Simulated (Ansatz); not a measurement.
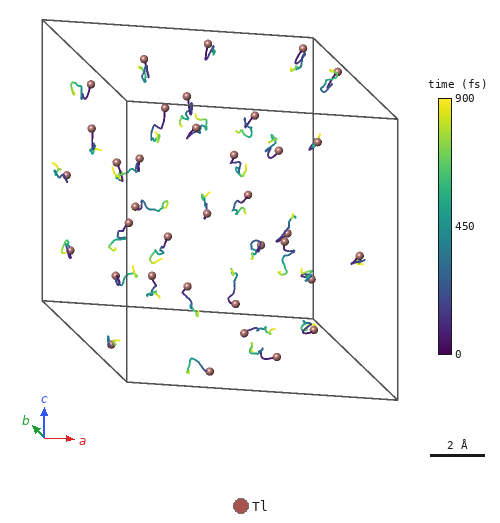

A Born-Oppenheimer molecular dynamics run of a 36-atom cell of Tl, 900 fs long. It starts from the last geometry of an earlier run, with fresh velocities. Lines trace each atom's path, coloured by time; spheres stand at the starting positions. Seen slightly off an axis in the simulation cell.

Method: Ansatz 0.2.0, DFT PBEsol, scalar-relativistic, plane waves, PAW. Settings: plane-wave cutoff 420 eV; k-point mesh 1 × 1 × 1; Fermi-Dirac smearing 0.1 eV; low-accuracy preset; Langevin thermostat and barostat (NPT); set temperature 630 K; time step 3 fs; friction 0.01 per fs; target pressure 10 GPa.

How do the atoms move?

Answer. Root-mean-square distances from the starting positions over the second half, with the common drift of all atoms taken out: Tl 0.78 Å. Against the typical shortest distance between atoms in the first frame, about 2.9 Å these are large excursions, but over 900 fs one can't yet tell strong vibration from the start of diffusion. The conserved quantity stays between −0.075 and 0.028 meV per atom of its start. A straight-line fit has a slope that amounts to +0.032 meV per atom over 900 fs (under 0.1 % of the mean kinetic energy), its mean offset in the second half is under 0.1 %, and the ripple about the line is 0.1 % of the kinetic energy's fluctuation. With a drift under 2 % and a ripple under 7 %, the integration is accurate.

Limits of the set-up: the k-point mesh is coarse for a cell with partly filled bands; the program's low-accuracy preset was used.
